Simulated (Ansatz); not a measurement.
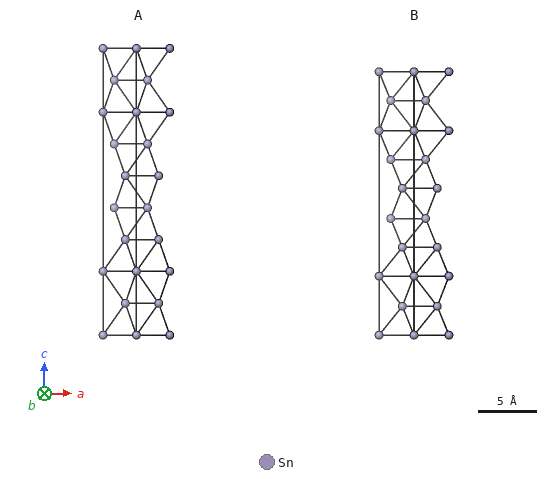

Two geometries of a crystal of Sn (built on the samarium (9R)_166 type), drawn at one scale. One is the start of a relaxation, the other its converged end. Style: ball-and-stick. Shown: the conventional cell (3 times the calculation's cell), repeated 2 × 1 × 1 with one cell outlined, along the b axis. Lengths and directions refer to the drawn axes.

The calculation used DFT PBEsol, scalar-relativistic, plane waves, PAW (Ansatz 0.2.0). Settings: plane-wave cutoff 420 eV; k-point mesh 15 × 15 × 15; occupations gaussian; smearing width 0.1 eV; no spin polarisation; cell and atoms relaxed; force threshold 0.01 eV/Å; at most 80 steps.

**Which geometry has the lower energy?**

Structure A is the relaxed one. Case: samarium (9R) type (R-3m, No. 166). The energy falls by 72.1 meV per cell of the calculation in 7 accepted moves (9 points after the start). Largest force component: 0.066 eV/Å at the start, 0.00011 eV/Å at the end. Pressure: 0.18 GPa at the start and −0.01 GPa at the end. The line search rejected the trial step at point 2 of the run. The SCF was repeated once at an unchanged geometry on a basis and grid sized afresh for the cell, which shifted the energy by 0.2 meV per cell of the calculation at most. The largest moves relative to the cell, 0.036 Å, are those of Sn atoms. The volume changes by −0.7 %, with a = b 3.484 → 3.327 Å (−4.5 %), c 22.749 → 24.763 Å (+8.9 %). Some distances before and after: Sn–Sn 3.484 → 3.327 Å, Sn–Sn 3.199 → 3.349 Å, Sn–Sn 3.294 → 3.369 Å. Bond angles that change, for instance: Sn–Sn–Sn 103.4° → 110.2°, Sn–Sn–Sn 66.0° → 59.6°, Sn–Sn–Sn 114.0° → 120.4°. The space group stays R-3m (No. 166). The run took roughly 6 core-minutes on a shared host.
